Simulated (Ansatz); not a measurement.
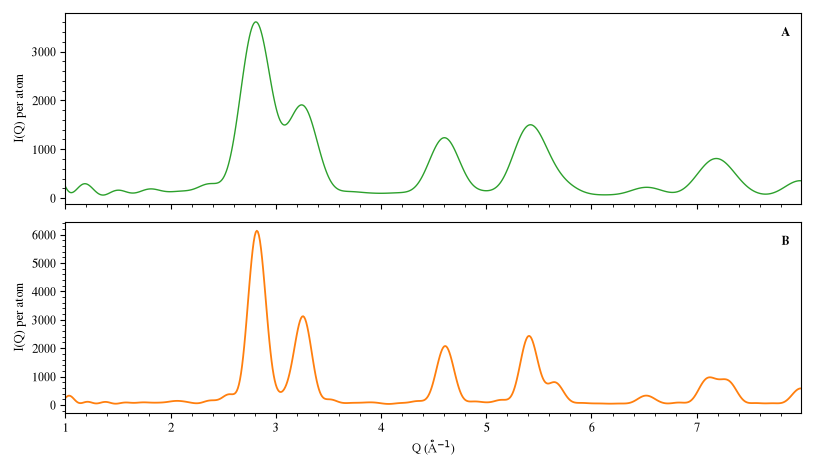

X-ray scattering of spheres cut from the crystal structure of Tc (Fm-3m, a = 3.852 Å, b = 3.852 Å, c = 3.852 Å, α = 90.00°, β = 90.00°, γ = 90.00°), calculated atom by atom with the Debye equation (B = 0.5 Å², no relaxation of the surface). It is based on the input geometry of an electronic-structure calculation (not necessarily at equilibrium); the starting structure was generated, so it need not be a known form of this composition.

Question: The spheres are 20 and 36 Å across. Which curve is which?

Answer: curve A: 20 Å (321 atoms); curve B: 36 Å (1721 atoms). Peak widths go roughly as 2π/D, so the largest sphere has the sharpest peaks.

Question: Index the main peaks of the largest sphere.

Answer: Q ≈ 2.82 Å⁻¹: 111; Q ≈ 3.26 Å⁻¹: 200; Q ≈ 4.61 Å⁻¹: 220; Q ≈ 5.41 Å⁻¹: 311; Q ≈ 6.52 Å⁻¹: 400.
